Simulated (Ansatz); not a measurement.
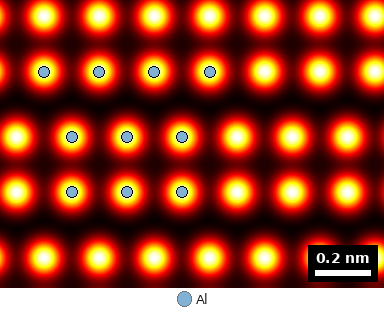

Dark-field STEM-like image of Al (C2/c, No. 15) along [1 0 -1]. Simulated incoherent Z contrast: every atom adds Z^1.6 spread by a probe of 0.93 Å full width; channelling and multiple scattering are left out. The probe carries 25 % of its weight in a tail 2.5 times as wide. The display is stretched by a gamma of 0.8; percentages refer to the linear signal. Model: the geometry relaxed with DFT, RPBE, plane waves (420 eV) with PAW, scalar-relativistic in Ansatz; the starting structure was generated, so it need not be a known form of this composition.

Coloured dots in one corner mark the columns of the model.

> Interpret the image.

The columns repeat on a centred rectangular net of 2.01 × 8.81 Å (plane group c2mm). All columns are alike (Al). The shortest distance between visible columns is 2.01 Å in projection. Along the beam the structure repeats every 4.07 Å.
